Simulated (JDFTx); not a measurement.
# NaF: 7 runs along one coordinate

System: NaF (Fm-3m, 2 atoms in the cell).
Method: Kohn-Sham DFT of a periodic cell, PBE, PseudoDojo-SR-PBE-0.5-standard, no spin polarisation (JDFTx 1.7.0 (patched build)).

The 7 runs differ only in the geometry, by an even scaling of the cell at fixed fractional positions. The structure derives from an entry of the Crystallography Open Database.

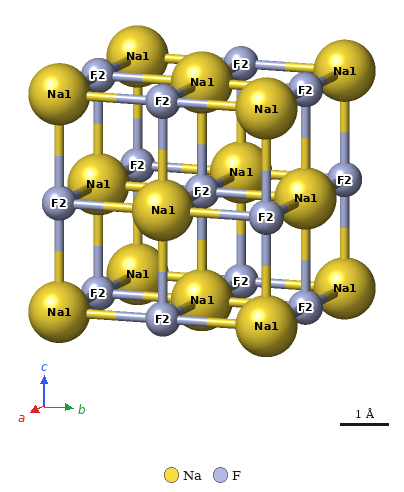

Figure 1. The structure of run 4 (ball-and-stick view of the cell 4 times as large as that of the calculation, set on its symmetry axes, seen slightly off an axis; atoms are numbered from 1 in the order of the input).

**Input of run 4**
```
lattice \
    0.0000000000     4.3841646091     4.3841646091 \
    4.3841646091     0.0000000000     4.3841646091 \
    4.3841646091     4.3841646091     0.0000000000
coords-type Lattice
ion Na     0.0000000000     0.0000000000     0.0000000000 1
ion F      0.5000000000     0.5000000000     0.5000000000 1

ion-species pseudo/Na.upf
ion-species pseudo/F.upf
elec-cutoff 44 352
elec-ex-corr gga-PBE
kpoint-folding 10 10 10
elec-smearing Fermi 0.0018374661
elec-n-bands 14
electronic-SCF nIterations 100 energyDiffThreshold 1e-09
electronic-minimize nIterations 30 energyDiffThreshold 1e-7
forces-output-coords Cartesian

dump-name run.$VAR
dump End Ecomponents EigStats BandEigs Kpoints Forces Stress
```

Command:
```bash
jdftx -c 1 -i NaF.in -o NaF.out
```

Run 2 differs from it as follows:
```diff
-    0.0000000000     4.3841646091     4.3841646091 \
-    4.3841646091     0.0000000000     4.3841646091 \
-    4.3841646091     4.3841646091     0.0000000000
+    0.0000000000     4.3249118780     4.3249118780 \
+    4.3249118780     0.0000000000     4.3249118780 \
+    4.3249118780     4.3249118780     0.0000000000
```

**Results, with one run withheld**

| run | volume per atom (Å³) | free energy per atom, from the lowest run given (meV) | pressure (GPa) | gap on the mesh (eV) |
| --- | --- | --- | --- | --- |
| 1 | 11.738 | 19.91 | 5.65 | 6.67 |
| 2 | 11.988 | ? | ? | ? |
| 3 | 12.237 | 6.57 | 3.00 | 6.43 |
| 4 | 12.487 | 2.77 | 1.87 | 6.32 |
| 5 | 12.737 | 0.64 | 0.87 | 6.21 |
| 6 | 12.987 | 0.00 | −0.04 | 6.11 |
| 7 | 13.236 | 0.70 | −0.86 | 6.01 |

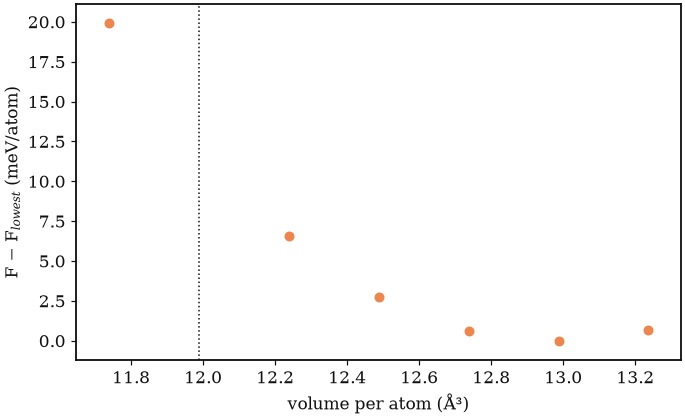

Figure 2. Free energy per atom of the runs given; the dotted line marks run 2.

Fit the runs given and predict run 2.

A cubic polynomial in V^(−2/3) (the Birch–Murnaghan form), fitted to the 6 runs given, misses them by under 0.01 meV per atom. With x = V^(−2/3) − 0.18513 Å⁻², it reads F = 2.0432 + 1015.4 x + 1.2689e+05 x² + 1.9399e+05 x³ (meV per atom). At run 2 it gives 12.20 meV per atom, and the run itself gives 12.21. The slope of the fit gives a pressure −dF/dV of 4.26 GPa there, and the run prints 4.25 GPa. The fit has its minimum at 12.976 Å³ per atom, where V d²F/dV² gives 44.8 GPa: the bulk modulus at this level, since symmetry fixes the shape and the positions. The gap on the mesh goes, without turning, from 6.67 eV in run 1 to 6.01 eV in run 7; run 2 has 6.55 eV. These are gaps of this functional on this mesh, which can miss the band edges; they aren't the measured gap.

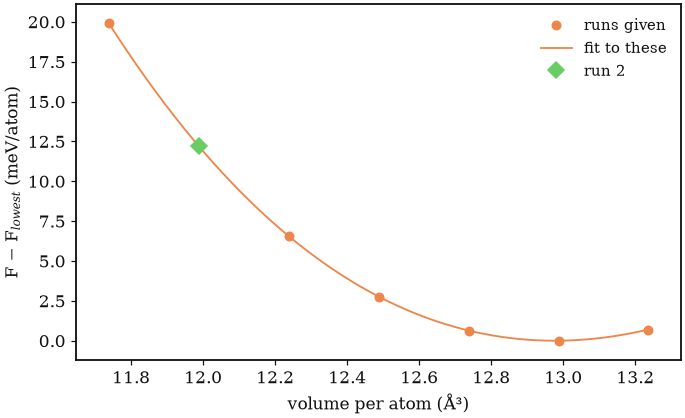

Figure 3. The fit and the withheld run.

**Some lines of the output (run 2)**
```
[...]
unit cell volume = 161.794
     Etot =      -69.8537124938836342
        F =      -69.8537124938836342
	HOMO-LUMO gap: +0.240562
	Optical gap  : +0.240562 at state 0 ( [ +0.000000 +0.000000 +0.000000 ] spin 0 )
```
